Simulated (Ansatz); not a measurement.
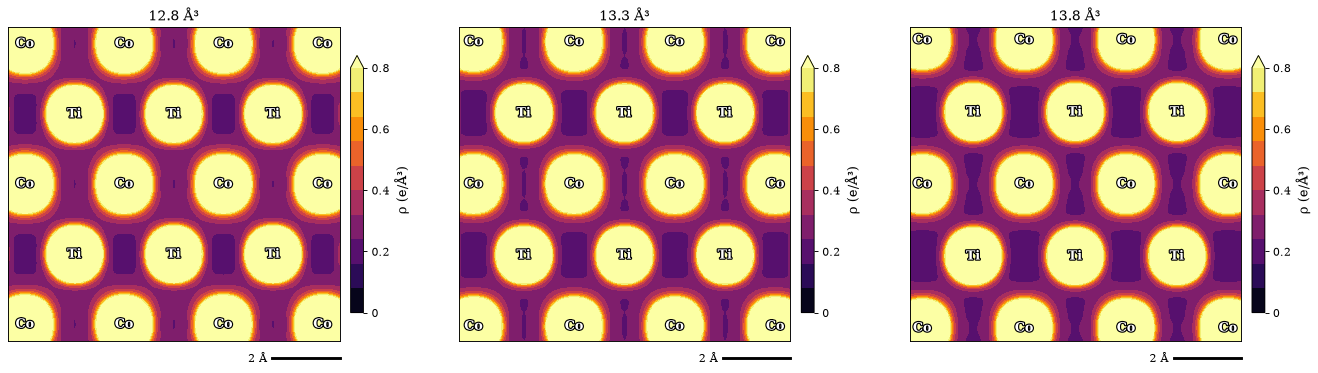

TiCo. The valence electron density of cells scaled evenly to different volumes (given per atom above each panel), on the (101) plane of each (indices in the axes of the cell below), at one length scale and on one colour scale.

A structure from a database of computed crystals, not necessarily the ambient phase; the program warned that a starting moment wasn't kept; spin-polarised.

Theory: Kohn-Sham DFT of a periodic cell, HSE06, Ansatz PAW (Ansatz).

The largest cell:

```xyz
2
Lattice="3.0447 0.0000 0.0000 0.0000 3.0447 0.0000 0.0000 0.0000 3.0447" Properties=species:S:1:pos:R:3 pbc="T T T"
Co    1.5223    1.5223    1.5223
Ti    0.0000    0.0000    0.0000
```

| volume (Å³/atom) | Ti–Co contact in the plane (Å) | ρ at its midpoint (e/Å³) | pressure (GPa) | largest moment (μB) | 
| --- | --- | --- | --- | --- |
| 12.78 | 2.551 | 0.312 | 12.6 | 1.68 | 
| 13.05 | 2.569 | ? | ? | ? | 
| 13.31 | 2.586 | 0.296 | 5.3 | 1.74 | 
| 13.85 | 2.620 | 0.281 | −0.4 | 1.81 | 
| 14.11 | 2.637 | 0.274 | −3.0 | 1.84 | 

Q: Estimate the missing row, and compare with the calculation.

A: Over the known rows ln ρ falls by 1.51 per Å of Ti–Co distance (a least-squares line), which gives 0.304 e/Å³ at 2.569 Å; the calculation gives 0.304 e/Å³. For the pressure, a straight line in volume between the neighbouring rows gives 8.9 GPa; the calculation gives 8.7. For the largest moment, a straight line in volume between the neighbouring rows gives 1.71 μB; the calculation gives 1.71.
